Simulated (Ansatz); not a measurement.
Ti

The calculation's input:

```
crystal:
  lattice:
    - [2.9357969427, 0.0, 0.0]
    - [-1.4678984714, 2.5424747328, 0.0]
    - [0.0463619291, 0.0, 4.6361929056]
  atoms:
    - { symbol: Ti, position: [0.3333333333, 0.6666666667, 0.25] }
    - { symbol: Ti, position: [0.6666666667, 0.3333333333, 0.75] }
basis:
  ecutwfc: 500
kpoints:
  mp_grid: { grid: [24, 24, 12] }
hamiltonian:
  xc: r2scan
scf:
  occupations: { method: gaussian, width: 0.1 }
output:
  forces: true
  stress: true
  eigenvalues: true
  write_density: true
  write_potential: true
  elf: true
  volumetric_format: npy
relax:
  adjacent_minimum: "off"
  f_tol: 0.008
  max_steps: 40
```

Launched as:

```sh
ansatz run input.yaml --threads 1 --pin off --max-ram 2560MiB --backend cpu --events-out ev --progress --plain --runs-dir out
```

Below, planes, directions and counts refer to the conventional cell (a = 2.94 Å, b = 5.08 Å, c = 4.64 Å, α = 90.00°, β = 90.57°, γ = 90.00°).

Space group C2/c; computed without spin polarisation.

The calculation used DFT r2SCAN, scalar-relativistic, plane waves, PAW (Ansatz).

Core electrons are frozen (PAW), and the valence fields are smoothed inside the atomic spheres.

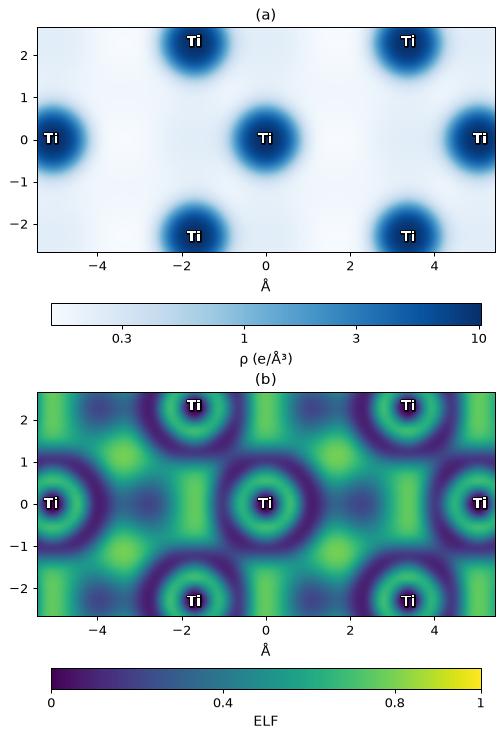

Figure 1. (a) valence electron density; (b) ELF on the (100) plane of the conventional cell.

Describe what can be read from this map.

Answer. Atoms in the plane: Ti.
Ti–Ti (2.87 Å): ρ at the midpoint is about 0.19 e/Å³; the ELF is about 0.20 at the midpoint; no shared electron pair shows on this line.
Between the atoms the lowest density in this plane is 0.15 e/Å³.
The ELF has a maximum of about 0.80 in the space between the atoms, 2.0 Å from six Ti atoms, on no atom or two-centre bond.
The features right at Ti lie inside the PAW spheres, where the map follows smoothed inner orbitals and isn't to be read closely.

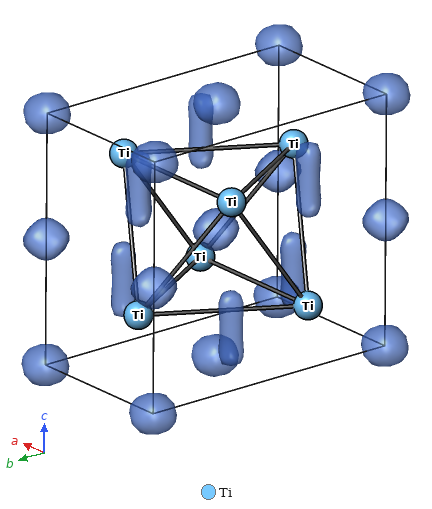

Figure 2. Isosurface of the electron localisation function at 0.7 (blue), seen at an oblique angle. Core shells and regions of very low density are left out. Sticks mark near contacts.

What do the ELF domains correspond to?

Answer. At this value the surface marks out eight pockets between the atoms, centred on no nucleus (multi-centre or interstitial), counted in one cell of 4 atoms. Regions shared between cells count once. There are no localised bonds or lone pairs at this value.


Ti–Ti (2.86 Å): the ELF is about 0.20 at the midpoint: no shared electron pair shows on this line. Ti–Ti (2.94 Å): the ELF is about 0.25 at the midpoint (no shared electron pair shows on this line).

Does the calculation make it a metal, or give it a gap?

Answer. It is gapless in this calculation (a metal or semimetal).
